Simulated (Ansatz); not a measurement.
```
CELL_PARAMETERS angstrom
3.89823 0.00000 0.00000
0.00000 3.89823 0.00000
0.00000 0.00000 2.99165
ATOMIC_POSITIONS crystal
Mn 0.00000 0.50000 0.00007
Mn 0.50000 0.00000 0.99993
O 0.50000 0.50000 0.00000
O 0.00000 0.00000 0.00000
```

Space group P4/mmm; the SCF solution may not be the lowest one; the program warned that another magnetic order may lie lower; spin-polarised.

These are results of Ansatz 0.2.0, DFT PBEsol, scalar-relativistic, plane waves, PAW, not measurements.

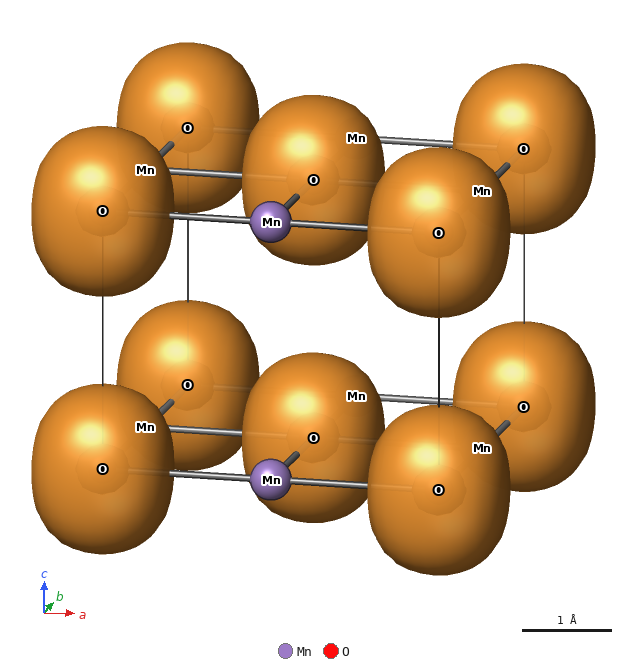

MnO. Isosurface of the electron localisation function at 0.6 (orange), seen slightly off an axis. Only the valence region is drawn (cores and ρ < 0.01 e/Å³ removed). Sticks mark near contacts.

In a PAW calculation such maps are meaningful between the atoms, not at the nuclei.

What do the ELF domains correspond to?

The surface consists of two regions wrapped around O (the valence shell of each), counted in one cell of 4 atoms. Regions shared between cells count once. Along the contacts the grid gives the following. Mn–O (1.95 Å): the ELF peaks at about 0.80 in the valence shell of O, 0.6 Å from its nucleus, and is about 0.20 at the midpoint; no localised pair shows between them.
